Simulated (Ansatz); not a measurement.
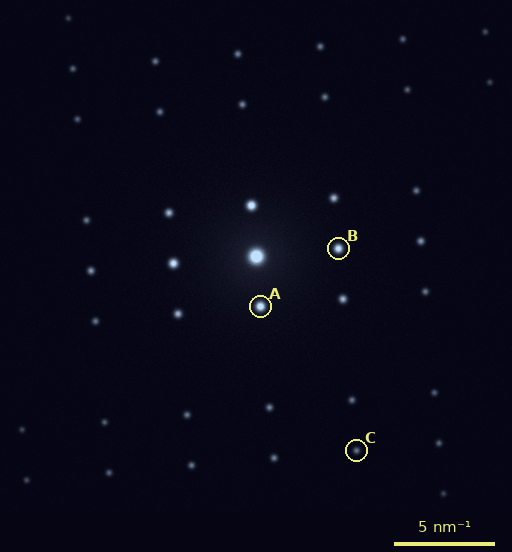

Kinematic zone-axis pattern, calculated for 200 keV electrons with B = 0.5 Å². The zone axis points towards the electron source and the pattern is seen from the source side.

Mg, space group Fd-3m (No. 227), a = 6.77 Å. Structure: the end point of a relaxation with DFT PBEsol, scalar-relativistic, plane waves, PAW (Ansatz 0.2.0); the starting structure was generated, so it need not be a known form of this composition.

Spot A is indexed -1 1 1 and spot B 0 -2 2.

What are the indices of the remaining marked spot?

Answer. C = 4A + B = -4 2 6 (d = 0.904 Å).

Give [uvw].

Answer. The cross product of A and B is parallel to [211]; every spot obeys hu + kv + lw = 0.

What are the spacings of A and B and the angle between them?

Answer. d(A) = 3.906 Å, d(B) = 2.392 Å, and the angle is 90.0°.
